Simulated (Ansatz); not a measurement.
**Single-point calculation of Si**

System: Si (I4₁/amd, 2 atoms in the cell).
Method: DFT r2SCAN, scalar-relativistic, plane waves, PAW, no spin polarisation (Ansatz 0.2.0).

The structure derives from an entry of the Crystallography Open Database. It belongs to a series of runs on one base structure; here: strain +0.1500 x Voigt [0, 1, 0, 0, 0, 0], atoms carried along. Figures and captions count atoms from 1; the log counts them from 0 in places.

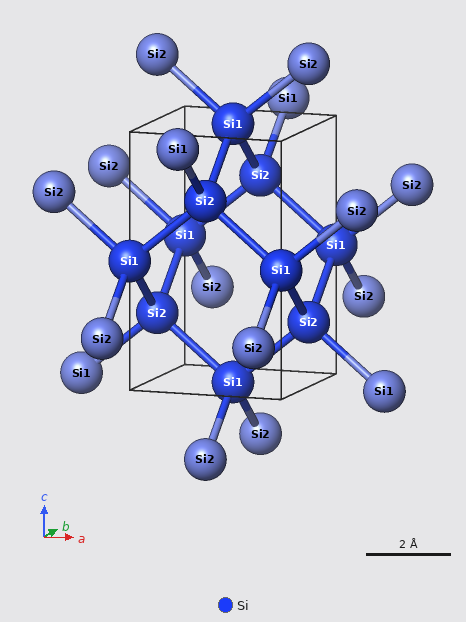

*The structure (ball-and-stick view of the cell 2 times as large as that of the calculation, set on its symmetry axes, seen slightly off an axis; neighbours outside the cell are drawn fainter; atoms are numbered from 1 in the order of the input).*

Near neighbours in the crystal (not all of them lie inside the picture): Si has 4 Si at 2.47 Å.

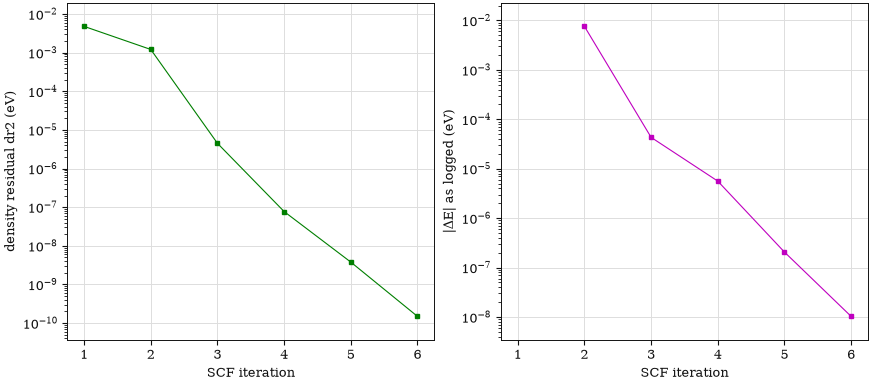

*Convergence of the self-consistent field: density residual dr2 and size of the energy change against the SCF iteration.*

The residual falls at every step.

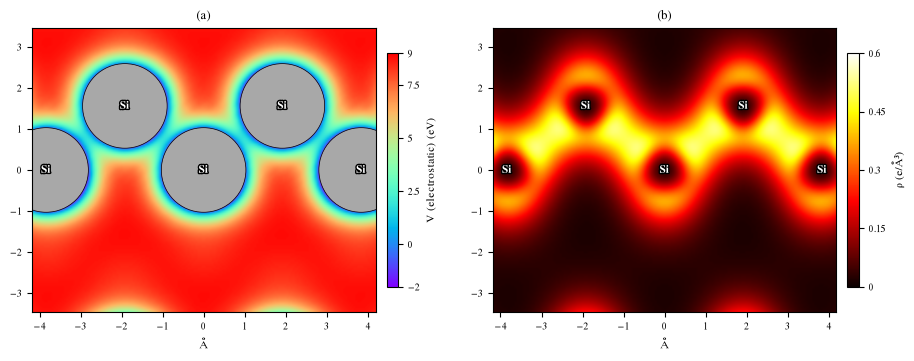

*(a) electrostatic potential energy of an electron; (b) valence electron density on the (010) plane of the conventional cell. Grey discs, where drawn, cover atomic cores.*

The section cuts through Si sites. Si–Si (2.47 Å): ρ at the midpoint is about 0.5 e/Å³, a local maximum along the line. Away from the nuclei the density in this plane falls to 0.02 e/Å³ at its lowest. Outside the cores the potential energy rises away from the atoms and is highest about 2.5 Å from the nearest atoms; outside the discs it spans about 10 eV, and its zero is arbitrary. In a PAW calculation such maps are meaningful between the atoms, not at the nuclei.

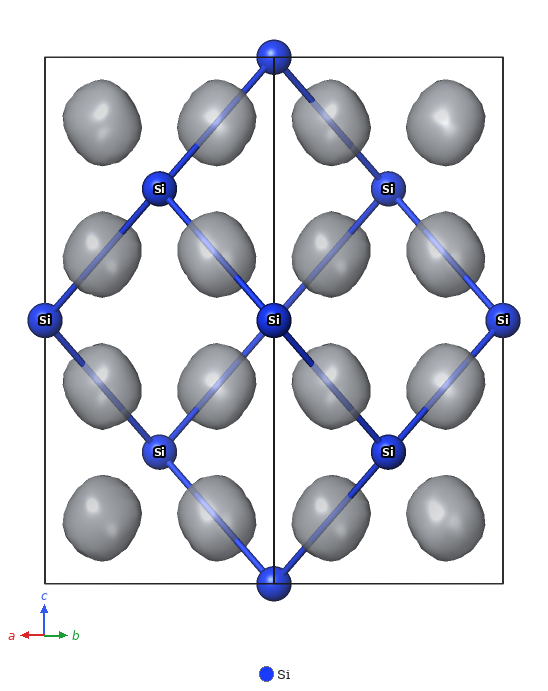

*Isosurface of the ELF at 0.9 (grey), seen along [110]. Core shells and regions of very low density are left out. Sticks mark near contacts. The outline is the cell set on symmetry axes.*

The ELF exceeds this value in eight regions between bonded Si–Si atoms (shared pairs), counted in one cell of 4 atoms. Profiles from the grid: Si–Si (2.47 Å): the ELF peaks at about 0.95 between the atoms, as expected for localised, shared-pair bonding.

These pictures come from the run below.

The input:
```yaml
crystal:
  lattice:
    - [0.0, 3.1227905, 2.71547]
    - [2.71547, 0.0, 2.71547]
    - [2.71547, 3.1227905, 0.0]
  atoms:
    - { symbol: Si, position: [0.5, 0.5, 0.5] }
    - { symbol: Si, position: [0.75, 0.75, 0.75] }
basis:
  ecutwfc: 500
kpoints:
  mp_grid: { grid: [10, 10, 10] }
hamiltonian:
  xc: r2scan
scf:
  occupations: { method: gaussian, width: 0.05 }
output:
  forces: true
  stress: true
  eigenvalues: true
  write_density: true
  write_potential: true
  elf: true
  volumetric_format: npy
```

Launch command:
```bash
ansatz run input.yaml --threads 1 --pin off --max-ram 2560MiB --backend cpu --events-out ev --progress --plain --runs-dir out
```

Output:
```
Engine: ansatz 0.2.0, x86_64-unknown-linux-gnu
Pseudopotentials: kind: paw
Pseudopotential: Si, paw, valence charge 4, recommended cutoff 500 eV (meta_gga), Si.paw.azcp
Functional definition: r2SCAN
  parameter k0 = 0.174
  parameter k1 = 0.065
  parameter a1 = 4.9479
  exchange = r2scan_x(k0 = k0, k1 = k1, a1 = a1)
  correlation = r2scan_c
Crystal: 2 atoms, lattice volume = 46.054 Å³
Basis set: ecut = 500 eV, 1175 PW (Γ), exchange–correlation on 128×120×128 points (64 copies of the dense FFT grid, shifted against one another)
Bands: 8, of which v1, the nominal top of the filled ones, is band 4 counted from 1 (3 counted from 0)
Symmetry: 16 space group operations
Space group: I41/amd (ITA 141), of the structure as read, at distance tolerance 3.6e-5 Å
k-points: 102 of 1000
Non-local potential: Si, projectors of the file, l = 0: 2, l = 1: 2, l = 2: 2
PAW form: soft (Blöchl's): semilocal exchange-correlation on the pseudo side does not see the compensation charge
PAW frozen core: Si, regenerated for the run's functional (the file was generated under x = pbe(κ = 0.804, μ = 0.2195149727645171), c = pbe(β = 0.06672455060314922))
PAW one-centre angular grid: Si, 302 points (default); XC on 160 Gauss nodes
Initial density: superposition of atomic densities (neutral atoms: chi_scale 0, normalization atom), corrected by the library's trained network
Initial wavefunctions: pseudopotential atomic-orbital guess
Functional: x = r2scan, c = r2scan; τ floored in thin density (d = 2e-4 eV/Å³)
SCF iter   1: F=—  HF=-1277.721485 eV  |F-HF|=—  |Δ(HF+E_count)|=         —  Δρ=3.38e-3  dr2=4.79e-3  dr2_τ=7.22e-3  ethr=1.77e-3  ⟨swp⟩=6.1  Hψ=7450  notcnv=0
preconditioner: auto → none  [insulator: Δε(μ)=0.174 eV  Ē_g=9.298 eV  σ=0.050 eV  W_gap=0.99  n_scr=10 (ndim 8)  ℏωp=15.5 eV  f_vac=0.000  D(μ)=0.01/eV (n_scr^D=0)  ε∞_Penn≈3.8]
SCF iter   2: F=—  HF=-1277.729069 eV  |F-HF|=—  |Δ(HF+E_count)|=   7.58e-3  Δρ=1.83e-3  dr2=1.21e-3  dr2_τ=4.64e-6  ethr=5.98e-5  ⟨swp⟩=2.6  Hψ=2442  notcnv=0
SCF iter   3: F=—  HF=-1277.729026 eV  |F-HF|=—  |Δ(HF+E_count)|=   4.31e-5  Δρ=1.10e-4  dr2=4.50e-6  dr2_τ=2.55e-7  ethr=1.51e-5  ⟨swp⟩=2.0  Hψ=1073  notcnv=0
SCF iter   4: F=—  HF=-1277.729032 eV  |F-HF|=—  |Δ(HF+E_count)|=   5.61e-6  Δρ=2.16e-5  dr2=7.71e-8  dr2_τ=2.48e-9  ethr=5.63e-8  ⟨swp⟩=2.0  Hψ=1218  notcnv=0
iter 5 did not close the SCF: its close was put off for the readings that it lacked (scf_convergence_deferred on its scf_iter line)
SCF iter   5: F=-1277.729032 eV  HF=-1277.729032 eV  |F-HF|=9.53e-9  |Δ(HF+E_count)|=   2.06e-7  Δρ=4.80e-6  dr2=3.79e-9  dr2_τ=1.41e-10  ethr=9.64e-10  ⟨swp⟩=2.0  Hψ=1224  notcnv=0
SCF iter   6: F=-1277.729032 eV  HF=-1277.729032 eV  |F-HF|=2.00e-10  |Δ(HF+E_count)|=   1.03e-8  Δρ=8.47e-7  dr2=1.49e-10  dr2_τ=2.12e-12  ethr=4.74e-11  ⟨swp⟩=5.3  Hψ=4300  notcnv=0
SCF 1 converged in 6 iterations: F = -1277.729032 eV  dr2 = 1.49e-10
  greatest PAW one-centre occupation: 0.638 electrons in one spin orbital (limit 2), on the Si atom at site 1 (counted from 0), in its partial waves of l = 0
SCF converged after 6 iterations
Free energy (F): -1277.729032 eV
Harris-Foulkes:  -1277.729032 eV  (|F-HF|=2.00e-10)
Internal energy: -1277.729029 eV  (E = F + TS)
E sigma→0 (E₀):  -1277.729030 eV
Entropy (-TS):   -0.000003 eV (-0.002 meV/atom)
Fermi energy:    5.285398 eV
--- Per-component energies (eV) ---
  E_band       = -0.696379
  E_kinetic    = 76.481927
  E_local      = -60.365517  (includes V_loc(G=0)·N_el)
  E_nonlocal   = 48.417490
  E_hartree    = 16.064785
  E_xc         = -100.932018
  E_vxc        = -96.677912  (∫ρ·V_xc dr)
  E_paw        = -1038.483564  (= ΣΔE_a)
  E_vpaw       = -4.503782  (= ΣTr[D̂ρ^β])
  E_aug_tail   = 0.000009  (compensation charges beyond the density's cutoff)
  E_vtau       = 3.821815  (kinetic-family band-sum trace: ∫τ·v_τ [+ j·A + Jᵃ·Aᵃ] dr)
  E_ewald      = -218.759275
  E_core_change = -0.152866  (= ΣΔE_core)
  E_smearing   = -0.000003  (= −TS)
  E_closure    = 0.000000  (closes the sum)
  Σ components = -1277.729032   (vs F -1277.729032, Δ=0.00e0)
--- Forces (eV/Å), atoms counted from 1 ---
  atom   1  Si    -0.00000000    -0.00000000     0.00000000
  atom   2  Si     0.00000000     0.00000000    -0.00000000
  max |Σ_I F_I| component: 6.94e-18 eV/Å
--- Stress (GPa, compression-positive) ---
       -4.248832       0.000000      -0.000000
        0.000000     -20.748017      -0.000000
       -0.000000      -0.000000      -4.248832
  P = ⅓ Tr σ = -9.7486 GPa (-97.486 kbar)
--- Band table (eV; the first three rows and the last of 102) ---
  k-point 0: bands = ["-6.7989", "4.0448", "5.1897", "5.1897", "6.8060", "7.3513", "7.3513", "7.9248"]
  k-point 1: bands = ["-6.6756", "3.3964", "4.4243", "5.0408", "6.9548", "7.6299", "7.8233", "8.5073"]
  k-point 2: bands = ["-6.3125", "1.7820", "3.8205", "4.7617", "6.5035", "8.2196", "8.4231", "9.9441"]
  k-point 101: bands = ["-3.4050", "-3.4050", "2.8514", "2.8514", "6.6934", "6.6934", "14.3091", "14.3091"]
```

Summary:

| quantity | value |
| --- | --- |
| outcome | converged |
| space group (tolerance 0.01 Å) | I4₁/amd (141) |
| electrons treated | 8 |
| free energy | −1277.7290 eV |
| Fermi energy | 5.285 eV |
| gap on the k-point mesh | 0.20 eV |
| pressure | −9.75 GPa |
| largest force (length of the vector) | under 0.001 eV/Å |
| hardware | 1 thread of Intel Xeon (Granite Rapids), 192 GiB of memory available, shared host |
| wall time | 3.5 s |
| peak memory | 0.48 GiB |
